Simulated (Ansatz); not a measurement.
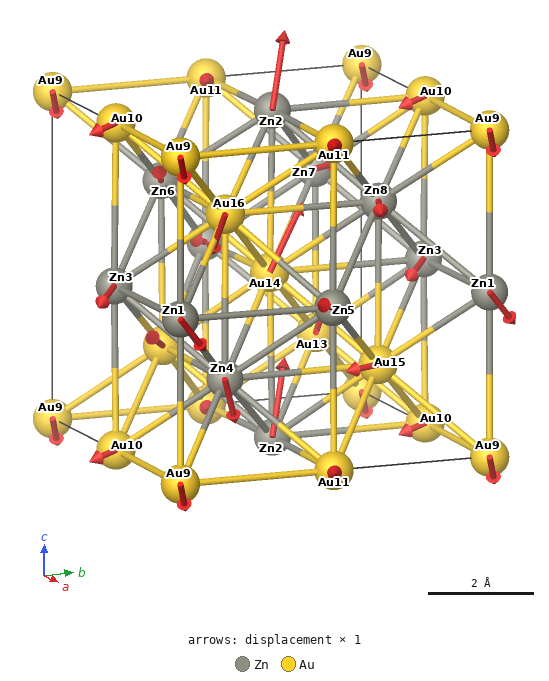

This is a relaxation of a crystal of ZnAu (a generated structure, set up in P1) (coarse preliminary run). The starting structure is drawn; red arrows show the displacements (the part carried along by the change of the cell is left out), at their true length.

The picture is a ball-and-stick view of the cell of the calculation, seen slightly off an axis.

Case: elements placed on the bcc lattice at random.

All numbers below come from DFT PBE, scalar-relativistic, plane waves, PAW in Ansatz.

Input file:
```yaml
crystal:
  lattice:
    - [6.42800232, 0.0, 0.0]
    - [0.0, 6.42800232, 0.0]
    - [0.0, 0.0, 6.42800232]
  atoms:
    - { symbol: Zn, position: [0.9935724476, 0.004347033, 0.5009996468] }
    - { symbol: Zn, position: [0.4991214225, 0.5061548098, 0.9997852666] }
    - { symbol: Zn, position: [0.4988829838, 0.9947592397, 0.5045616721] }
    - { symbol: Zn, position: [0.7528224926, 0.2476290351, 0.2497100562] }
    - { symbol: Zn, position: [0.9985816891, 0.4950840299, 0.4972114275] }
    - { symbol: Zn, position: [0.2440422373, 0.251375092, 0.7543934262] }
    - { symbol: Zn, position: [0.2480791849, 0.7483733936, 0.7505548534] }
    - { symbol: Zn, position: [0.7435010858, 0.7482351914, 0.7500993677] }
    - { symbol: Au, position: [0.0015047257, 0.0010314584, 0.998396105] }
    - { symbol: Au, position: [0.5057520234, 0.9975350874, 0.004189069] }
    - { symbol: Au, position: [0.0001214179, 0.4982729805, 0.9988004051] }
    - { symbol: Au, position: [0.2541025522, 0.2525750423, 0.251636191] }
    - { symbol: Au, position: [0.2497224237, 0.7497476687, 0.249743747] }
    - { symbol: Au, position: [0.4976714048, 0.498260385, 0.5041459141] }
    - { symbol: Au, position: [0.7476504608, 0.7451761105, 0.2518976095] }
    - { symbol: Au, position: [0.7501700381, 0.2502478152, 0.7528299268] }
  symmetry: { detect: false }
basis:
  ecutwfc: 420
kpoints:
  mp_grid: { grid: [2, 2, 2], shift: [0.5, 0.5, 0.5] }
hamiltonian:
  xc: pbe
scf:
  occupations: { method: gaussian, width: 0.1 }
  lower_state_search: "off"
output:
  forces: true
  stress: true
  eigenvalues: true
relax:
  adjacent_minimum: "off"
  f_tol: 0.04
  max_steps: 50
  cell: { stress_tol: 0.3 }
```

Launched with:
```bash
ansatz run input.yaml --threads 4 --pin off --max-ram 9216MiB --backend cpu --events-out ev --progress --plain --runs-dir out
```

Q: What happened in the run?

A: After 25 accepted moves (29 points after the start) the energy has fallen by 220 meV per atom. Largest force component: 0.87 eV/Å at the start, 0.011 eV/Å at the end. The pressure goes from 0.91 to 0.04 GPa. The line search rejected the trial steps at points 9, 15 of the run. The SCF was repeated twice at an unchanged geometry on a basis and grid sized afresh for the cell, which shifted the energy by 5.8 meV per atom at most. The atom that moves furthest relative to the cell is Zn2 (1.64 Å roughly along [−1 1 3]). By element the largest moves are Zn 1.64 Å, Au 1.49 Å. The drawn cell changes as follows: a 6.428 → 7.157 Å (+11.3 %), b 6.428 → 7.283 Å (+13.3 %), c 6.428 → 5.243 Å (−18.4 %), α 90.0° → 78.7°, β 90.0° → 82.5°, γ 90.0° → 93.9°; the volume changes by −0.4 %. Among the contacts that change: Zn4–Au14 5.315 → 2.802 Å, Zn2–Au16 2.798 → 4.847 Å, Zn2–Au11 3.221 → 5.092 Å, Zn2–Zn5 4.537 → 2.749 Å. Bond angles that change, for instance: Zn4–Zn1–Au12 71.1° → 130.7°, Au12–Zn2–Au13 70.4° → 129.4°, Zn3–Zn7–Au11 179.4° → 121.7°. The space group stays P1 (No. 1). The run took 6.7 min on 4 threads of Arm Neoverse V1, on a shared host, peak memory 1 GiB.

Limits of the set-up: the k-point mesh is coarse for a cell with partly filled bands.
